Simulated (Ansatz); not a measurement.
```xyz
16
Lattice="4.2039 0.0000 0.0000 0.0000 2.1020 -2.1020 0.0000 8.4079 8.4079" Properties=species:S:1:pos:R:3 pbc="T T T"
Ti    0.0000    2.1020    2.1020
Ti    2.1020    4.2039    2.1020
Ti    0.0000    4.2039    4.2039
Ti    2.1020    6.3059    4.2039
Ti    0.0000    6.3059    6.3059
Ti    2.1020    8.4079    6.3059
Ti    0.0000    0.0000    0.0000
Ti    2.1020    2.1020    0.0000
N     2.1020    2.1020    2.1020
N     0.0000    4.2039    2.1020
N     2.1020    4.2039    4.2039
N     0.0000    6.3059    4.2039
N     2.1020    6.3059    6.3059
N     0.0000    8.4079    6.3059
N     2.1020    0.0000    0.0000
N     0.0000    2.1020    0.0000
```

Space group Fm-3m; computed without spin polarisation.

These are results of Ansatz 0.2.0, DFT PBEsol, scalar-relativistic, plane waves, PAW, not measurements.

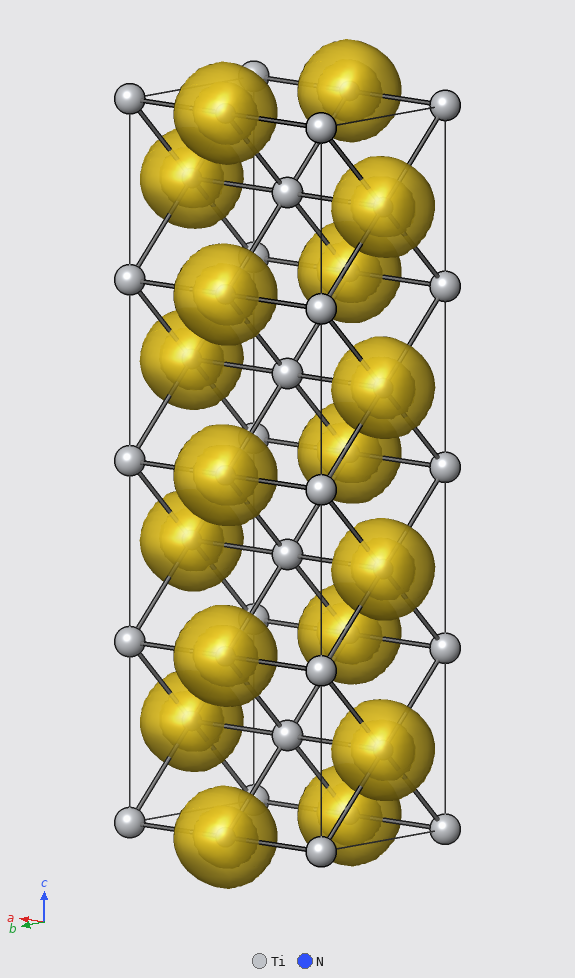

TiN. Isosurface of the ELF at 0.75 (yellow), seen at an oblique angle. Core shells and regions of very low density are left out. Sticks mark near contacts.

Question: Describe the localisation domains.

Answer: At this value the surface marks out eight regions wrapped around N (the valence shell of each), counted in one cell of 16 atoms. Any copies at cell faces, edges or corners count once. Profiles from the grid: Ti–N (2.10 Å): the ELF peaks at about 0.80 in the valence shell of N, 0.7 Å from its nucleus, and is about 0.20 at the midpoint (no shared electron pair shows on this line).

Question: Does the calculation make it a metal, or give it a gap?

Answer: It is gapless in this calculation (a metal or semimetal); semilocal functionals without U, or without the true magnetic order, often close the gap of such compounds.
